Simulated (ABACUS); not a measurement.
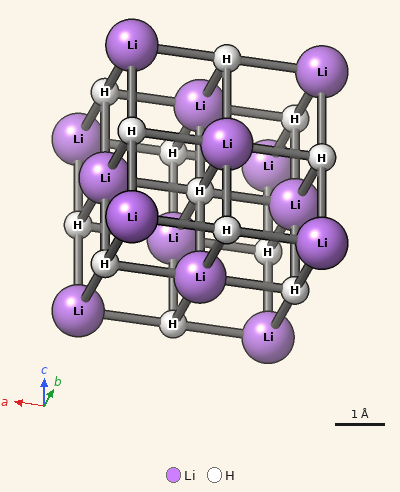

Fig. 1: The structure as given in the input (ball-and-stick view of the cell 4 times as large as that of the calculation, set on its symmetry axes, seen at an oblique angle). An atom can appear more than once, as a periodic image.

Run report: LiH, band-structure run

- system: LiH (Fm-3m, 2 atoms in the cell)
- method: Kohn-Sham DFT of a periodic cell, r2SCAN, SG15 ONCV 1.2 PBE, no spin polarisation (ABACUS 3.10.1)

The structure derives from an entry of the Crystallography Open Database. It belongs to a series of runs on one base structure; here: bands on the converged density.

Input file
```
INPUT_PARAMETERS
suffix              LiH
calculation         nscf
basis_type          pw
pseudo_dir          ./
symmetry            -1
dft_functional      MGGA_X_R2SCAN+MGGA_C_R2SCAN
ecutwfc             86.0
pseudo_rcut         7
nspin               1
nbands              12
ks_solver           dav
smearing_method     fd
smearing_sigma      0.00367493
scf_thr             1e-08
scf_nmax            100
mixing_type         broyden
mixing_beta         0.7
mixing_tau          1
init_chg            file
pw_diag_thr         1e-07
out_band            1
kpar                4
```

File STRU
```
ATOMIC_SPECIES
Li 6.9400 Li_ONCV_PBE-1.2.upf
H 1.0080 H_ONCV_PBE-1.2.upf

LATTICE_CONSTANT
1.8897261246

LATTICE_VECTORS
2.8803994700 0.0000000000 0.0000000000
1.4401997350 2.4944991141 0.0000000000
1.4401997350 0.8314997047 2.3518363190

ATOMIC_POSITIONS
Direct

Li
0.0
1
0.0000000000 0.0000000000 0.0000000000 1 1 1

H
0.0
1
0.5000000000 0.5000000000 0.5000000000 1 1 1
```

File KPT
```
K_POINTS
12
Line
0.00000000 0.00000000 0.00000000 10 // G
0.50000000 0.00000000 0.50000000 10 // X
0.50000000 0.25000000 0.75000000 10 // W
0.37500000 0.37500000 0.75000000 10 // K
0.00000000 0.00000000 0.00000000 10 // G
0.50000000 0.50000000 0.50000000 10 // L
0.62500000 0.25000000 0.62500000 10 // U
0.50000000 0.25000000 0.75000000 10 // W
0.50000000 0.50000000 0.50000000 10 // L
0.37500000 0.37500000 0.75000000 1 // K
0.62500000 0.25000000 0.62500000 10 // U
0.50000000 0.00000000 0.50000000 1 // X
```

Run on 4 threads of Intel Xeon @ 2.50GHz (Skylake/Cascade Lake), 32 GiB of memory available, shared host.

Launch command:
```bash
OMP_NUM_THREADS=1 mpirun -np 4 abacus > log
```

Output
```
ABACUS v3.10.1

               Atomic-orbital Based Ab-initio Computation at UStc

 ------------------------------------------------------------------------------------

 READING GENERAL INFORMATION
                           global_out_dir = OUT.LiH/
                           global_in_card = INPUT
                               pseudo_dir = ./
                              orbital_dir =
                                    DSIZE = 4
                                    GSIZE = 1

 READING UNITCELL INFORMATION
                                    ntype = 2
                  lattice constant (Bohr) = 1.88973
              lattice constant (Angstrom) = 1

 READING ATOM TYPE 1
                               atom label = Li
                      L=0, number of zeta = 1
                      L=1, number of zeta = 1
                      L=2, number of zeta = 1
             number of atom for this type = 1

 READING ATOM TYPE 2
                               atom label = H
                      L=0, number of zeta = 1
                      L=1, number of zeta = 1
                      L=2, number of zeta = 1
             number of atom for this type = 1

                        TOTAL ATOM NUMBER = 2
DIRECT COORDINATES
    atom                   x                   y                   z     mag                  vx                  vy                  vz
taud_Li1            0.0000000000        0.0000000000        0.0000000000  0.0000        0.0000000000        0.0000000000        0.0000000000
taud_H1            0.5000000000        0.5000000000        0.5000000000  0.0000        0.0000000000        0.0000000000        0.0000000000

                          Volume (Bohr^3) = 114.035
                             Volume (A^3) = 16.8983

 Lattice vectors: (Cartesian coordinate: in unit of a_0)
              +2.8804                  +0                  +0
              +1.4402             +2.4945                  +0
              +1.4402             +0.8315            +2.35184
 Reciprocal vectors: (Cartesian coordinate: in unit of 2 pi/a_0)
            +0.347174           -0.200441           -0.141733
                   -0           +0.400882           -0.141733
                   +0                  -0             +0.4252
 The esolver type has been set to : ksdft_pw

                PAO radial cut off (Bohr) = 7

 Read in pseudopotential file is Li_ONCV_PBE-1.2.upf
                     pseudopotential type = NC
          exchange-correlation functional = PBE
                 nonlocal core correction = 0
                        valence electrons = 3
                                     lmax = 1
                           number of zeta = 0
                     number of projectors = 4
                           L of projector = 0
                           L of projector = 0
                           L of projector = 1
                           L of projector = 1
 XC functional updated to : MGGA_X_R2SCAN+MGGA_C_R2SCAN
          exchange-correlation functional = MGGA_X_R2SCAN+MGGA_C_R2SCAN
                PAO radial cut off (Bohr) = 7

 Read in pseudopotential file is H_ONCV_PBE-1.2.upf
                     pseudopotential type = NC
          exchange-correlation functional = PBE
                 nonlocal core correction = 0
                        valence electrons = 1
                                     lmax = 0
                           number of zeta = 0
                     number of projectors = 2
                           L of projector = 0
                           L of projector = 0
 XC functional updated to : MGGA_X_R2SCAN+MGGA_C_R2SCAN
          exchange-correlation functional = MGGA_X_R2SCAN+MGGA_C_R2SCAN
     initial pseudo atomic orbital number = 0

 SETUP THE ELECTRONS NUMBER
            electron number of element Li = 3
      total electron number of element Li = 3
             electron number of element H = 1
       total electron number of element H = 1
            AUTOSET number of electrons:  = 4
                           occupied bands = 2
                                   NBANDS = 12
                                   NLOCAL = 18

%%%%%%%%%%%%%%%%%%%%%%%%%%%%%%%%%%%%%%%%%%%%%%%%%%%%%%%%%%%%%%%%%%%%%%%%%%%%%%%%%%%%%%%%%%%%%%%%%%%%%%%%%%
 Warning: the number of valence electrons in pseudopotential > 1 for Li: [He] 2s1
 Pseudopotentials with additional electrons can yield (more) accurate outcomes, but may be less efficient.
 If you're confident that your chosen pseudopotential is appropriate, you can safely ignore this warning.
%%%%%%%%%%%%%%%%%%%%%%%%%%%%%%%%%%%%%%%%%%%%%%%%%%%%%%%%%%%%%%%%%%%%%%%%%%%%%%%%%%%%%%%%%%%%%%%%%%%%%%%%%%

 SETUP THE PLANE WAVE BASIS
 energy cutoff for charge/potential (unit:Ry) = 344
            fft grid for charge/potential = [ 36, 36, 36 ]
                        fft grid division = [ 1, 1, 1 ]
        big fft grid for charge/potential = [ 36, 36, 36 ]
                                     nbxx = 46656
                                     nrxx = 46656

 SETUP PLANE WAVES FOR CHARGE/POTENTIAL
                    number of plane waves = 12339
                         number of sticks = 703

 PARALLEL PW FOR CHARGE/POTENTIAL
     PROC   COLUMNS(POT)             PW
        1            703          12339
 --------------- sum -------------------
        1            703          12339
                            number of |g| = 174
                                  max |g| = 31.0967
                                  min |g| = 0

----------- Double Check Mixing Parameters Begin ------------
mixing_type: broyden
mixing_beta: 0.7
mixing_gg0: 1
mixing_gg0_min: 0.1
mixing_ndim: 8
----------- Double Check Mixing Parameters End ------------

 SETUP K-POINTS
                                    nspin = 1
                                   nkstot = 102
K-POINTS DIRECT COORDINATES
 KPOINTS    DIRECT_X    DIRECT_Y    DIRECT_Z  WEIGHT
       1  0.00000000  0.00000000  0.00000000  1.0000
       2  0.05000000  0.00000000  0.05000000  1.0000
       3  0.10000000  0.00000000  0.10000000  1.0000
       4  0.15000000  0.00000000  0.15000000  1.0000
       5  0.20000000  0.00000000  0.20000000  1.0000
       6  0.25000000  0.00000000  0.25000000  1.0000
       7  0.30000000  0.00000000  0.30000000  1.0000
       8  0.35000000  0.00000000  0.35000000  1.0000
       9  0.40000000  0.00000000  0.40000000  1.0000
      10  0.45000000  0.00000000  0.45000000  1.0000
      11  0.50000000  0.00000000  0.50000000  1.0000
      12  0.50000000  0.02500000  0.52500000  1.0000
      13  0.50000000  0.05000000  0.55000000  1.0000
      14  0.50000000  0.07500000  0.57500000  1.0000
      15  0.50000000  0.10000000  0.60000000  1.0000
      16  0.50000000  0.12500000  0.62500000  1.0000
      17  0.50000000  0.15000000  0.65000000  1.0000
      18  0.50000000  0.17500000  0.67500000  1.0000
      19  0.50000000  0.20000000  0.70000000  1.0000
      20  0.50000000  0.22500000  0.72500000  1.0000
      21  0.50000000  0.25000000  0.75000000  1.0000
      22  0.48750000  0.26250000  0.75000000  1.0000
      23  0.47500000  0.27500000  0.75000000  1.0000
      24  0.46250000  0.28750000  0.75000000  1.0000
      25  0.45000000  0.30000000  0.75000000  1.0000
      26  0.43750000  0.31250000  0.75000000  1.0000
      27  0.42500000  0.32500000  0.75000000  1.0000
      28  0.41250000  0.33750000  0.75000000  1.0000
      29  0.40000000  0.35000000  0.75000000  1.0000
      30  0.38750000  0.36250000  0.75000000  1.0000
[... 72 further k points ...]

           k-point number in this process = 26
       minimum distributed K point number = 25

[... K-POINTS CARTESIAN COORDINATES: 26 rows ...]

[... K-POINTS DIRECT COORDINATES: 26 rows ...]

 SETUP PLANE WAVES FOR WAVE FUNCTIONS
     energy cutoff for wavefunc (unit:Ry) = 86
              fft grid for wave functions = [ 36, 36, 36 ]
                    number of plane waves = 2085
                         number of sticks = 211

 PARALLEL PW FOR WAVE FUNCTIONS
     PROC   COLUMNS(POT)             PW
        1            211           2085
 --------------- sum -------------------
        1            211           2085

 SETUP NONLOCAL PSEUDOPOTENTIALS IN PLANE WAVE BASIS
 Li non-local projectors:
 projector 1 L=0
 projector 2 L=0
 projector 3 L=1
 projector 4 L=1
 H non-local projectors:
 projector 1 L=0
 projector 2 L=0
      TOTAL NUMBER OF NONLOCAL PROJECTORS = 10

 Init Non-Local PseudoPotential table :
 Init Non-Local-Pseudopotential done.

                                     npwx = 1572

 -------------------------------------------
 NONSELF-CONSISTENT
 -------------------------------------------
                                 init_chg = file
 try to read charge from file
 Read in the charge density: OUT.LiH//LiH-CHARGE-DENSITY.restart
 try to read kinetic energy density from file
 Read in the kinetic energy density: OUT.LiH//LiH-TAU-DENSITY.restart

 PW ALGORITHM --------------- ION=   1  ELEC=   1--------------------------------
 k(1/102) Iter steps (avg)=14 threshold=1e-07
 k(2/102) Iter steps (avg)=14 threshold=1e-07
 k(3/102) Iter steps (avg)=15 threshold=1e-07
 k(4/102) Iter steps (avg)=20 threshold=1e-07
 k(5/102) Iter steps (avg)=18 threshold=1e-07
 k(6/102) Iter steps (avg)=21 threshold=1e-07
 k(7/102) Iter steps (avg)=21 threshold=1e-07
 k(8/102) Iter steps (avg)=26 threshold=1e-07
 k(9/102) Iter steps (avg)=19 threshold=1e-07
 k(10/102) Iter steps (avg)=18 threshold=1e-07
 k(11/102) Iter steps (avg)=23 threshold=1e-07
 k(12/102) Iter steps (avg)=22 threshold=1e-07
 k(13/102) Iter steps (avg)=24 threshold=1e-07
 k(14/102) Iter steps (avg)=22 threshold=1e-07
 k(15/102) Iter steps (avg)=18 threshold=1e-07
 k(16/102) Iter steps (avg)=19 threshold=1e-07
 k(17/102) Iter steps (avg)=19 threshold=1e-07
 k(18/102) Iter steps (avg)=17 threshold=1e-07
 k(19/102) Iter steps (avg)=14 threshold=1e-07
 k(20/102) Iter steps (avg)=16 threshold=1e-07
 k(21/102) Iter steps (avg)=14 threshold=1e-07
 k(22/102) Iter steps (avg)=16 threshold=1e-07
 k(23/102) Iter steps (avg)=16 threshold=1e-07
 k(24/102) Iter steps (avg)=19 threshold=1e-07
 k(25/102) Iter steps (avg)=22 threshold=1e-07
 k(26/102) Iter steps (avg)=25 threshold=1e-07
[... levels at 26 k points of this process ...]

 Density error is 0.00000000000
                          Error Threshold = 1.00000000000e-07
----------------------------------------------------------
     Energy           Rydberg                 eV
----------------------------------------------------------
 E_KohnSham     -15.4227944556       -209.8378836791
 E_KS(sigma->0) -15.4227944556       -209.8378836791
 E_Harris       -15.4227944556       -209.8378836791
 E_band         -6.8511400454        -93.2145424129
 E_one_elec     -7.6722127457        -104.3858096097
 E_Hartree      3.1181088826         42.4240477876
 E_xc           -4.0632367739        -55.2831724488
 E_Ewald        -6.8054538186        -92.5929494082
 E_entropy(-TS) -0.0000000000        -0.0000000000
 E_descf        0.0000000000         0.0000000000
 E_exx          0.0000000000         0.0000000000
 E_Fermi        0.1226232943         1.6683755096
----------------------------------------------------------

 charge density convergence is achieved
 final etot is -209.83788368 eV
 EFERMI = 1.6683755096 eV

 STATE ENERGY(eV) AND OCCUPATIONS    NSPIN == 1
 1/26 kpoint (Cartesian) = 0.0000 0.0000 0.0000 (1471 pws)
       1       -45.1592      0.0196078
       2       -5.16963      0.0196078
       3        17.0573        0.00000
       4        18.8942        0.00000
       5        18.8942        0.00000
       6        18.8942        0.00000
       7        23.5145        0.00000
       8        23.5145        0.00000
       9        23.5145        0.00000
      10        25.2284        0.00000
      11        29.4151        0.00000
      12        29.4151        0.00000

 2/26 kpoint (Cartesian) = 0.017359 -0.010022 0.014173 (1475 pws)
       1       -45.1580      0.0196078
       2       -5.10857      0.0196078
       3        16.6002        0.00000
       4        18.3319        0.00000
       5        18.3319        0.00000
       6        19.2863        0.00000
       7        22.4013        0.00000
       8        24.2442        0.00000
       9        24.2442        0.00000
      10        26.5292        0.00000
      11        27.6852        0.00000
      12        29.5238        0.00000

 3/26 kpoint (Cartesian) = 0.034717 -0.020044 0.028347 (1515 pws)
       1       -45.1544      0.0196078
       2       -4.92452      0.0196078
       3        15.6546        0.00000
       4        17.1943        0.00000
       5        17.1943        0.00000
       6        19.8598        0.00000
       7        20.8948        0.00000
       8        25.8384        0.00000
       9        25.8683        0.00000
      10        25.8683        0.00000
      11        28.5984        0.00000
      12        29.8652        0.00000

 4/26 kpoint (Cartesian) = 0.052076 -0.030066 0.042520 (1511 pws)
       1       -45.1487      0.0196078
       2       -4.61488      0.0196078
       3        14.4234        0.00000
       4        15.9909        0.00000
       5        15.9909        0.00000
       6        19.5179        0.00000
       7        19.9229        0.00000
       8        25.2170        0.00000
       9        27.7956        0.00000
      10        27.7956        0.00000
      11        30.5186        0.00000
      12        30.5186        0.00000

 5/26 kpoint (Cartesian) = 0.069435 -0.040088 0.056693 (1531 pws)
       1       -45.1417      0.0196078
       2       -4.17639      0.0196078
       3        12.8899        0.00000
       4        14.8803        0.00000
       5        14.8803        0.00000
       6        18.3129        0.00000
       7        19.4404        0.00000
       8        25.9451        0.00000
       9        29.5744        0.00000
      10        29.5744        0.00000
      11        31.7730        0.00000
      12        31.7730        0.00000

 6/26 kpoint (Cartesian) = 0.086794 -0.050110 0.070867 (1523 pws)
       1       -45.1340      0.0196078
       2       -3.60616      0.0196078
       3        11.1198    1.57909e-84
       4        13.9133        0.00000
       5        13.9133        0.00000
       6        17.2892        0.00000
       7        18.9366        0.00000
       8        27.4366        0.00000
       9        30.8684        0.00000
      10        30.8684        0.00000
      11        33.9061        0.00000
      12        33.9061        0.00000

[... levels at 20 further k points ...]

 --------------------------------------------
 !FINAL_ETOT_IS -209.8378836790604 eV
 --------------------------------------------

 Output bands in file: OUT.LiH/BANDS_1.dat
```

Standard output
```
ABACUS v3.10.1

               Atomic-orbital Based Ab-initio Computation at UStc

 dft_functional readin is: MGGA_X_R2SCAN+MGGA_C_R2SCAN
 dft_functional in pseudopot file is: PBE
 Please make sure this is what you need
 dft_functional readin is: MGGA_X_R2SCAN+MGGA_C_R2SCAN
 dft_functional in pseudopot file is: PBE
 Please make sure this is what you need

%%%%%%%%%%%%%%%%%%%%%%%%%%%%%%%%%%%%%%%%%%%%%%%%%%%%%%%%%%%%%%%%%%%%%%%%%%%%%%%%%%%%%%%%%%%%%%%%%%%%%%%%%
 Warning: the number of valence electrons in pseudopotential > 1 for Li: [He] 2s1
 Pseudopotentials with additional electrons can yield (more) accurate outcomes, but may be less efficient.
 If you're confident that your chosen pseudopotential is appropriate, you can safely ignore this warning.
%%%%%%%%%%%%%%%%%%%%%%%%%%%%%%%%%%%%%%%%%%%%%%%%%%%%%%%%%%%%%%%%%%%%%%%%%%%%%%%%%%%%%%%%%%%%%%%%%%%%%%%%%

 UNIFORM GRID DIM        : 36 * 36 * 36
 UNIFORM GRID DIM(BIG)   : 36 * 36 * 36
func,idMGGA_X_R2SCAN 497
func,idMGGA_C_R2SCAN 498
 ---------------------------------------------------------
 ---------------------------------------------------------
 SPIN    KPOINTS         PROCESSORS  THREADS
 1       102             4           4
 ---------------------------------------------------------
 Use plane wave basis
 ---------------------------------------------------------
 ELEMENT NATOM       XC
 Li      1
 H       1
 ---------------------------------------------------------
 Initial plane wave basis and FFT box
 ---------------------------------------------------------
 -------------------------------------------
 NONSELF-CONSISTENT :
 -------------------------------------------
 START CHARGE      : file
 ITER       ETOT/eV          EDIFF/eV         DRHO         DKIN     TIME/s
 DA1     -2.09837884e+02   0.00000000e+00   0.0000e+00   0.0000e+00  19.75
```

Summary

- outcome: converged
- space group (tolerance 0.01 Å): Fm-3m (225)
- electrons treated: 4
- gap on the band path: 3.67 eV
- wall time: 20 s (CPU time 81 s)
- peak memory: 0.36 GiB
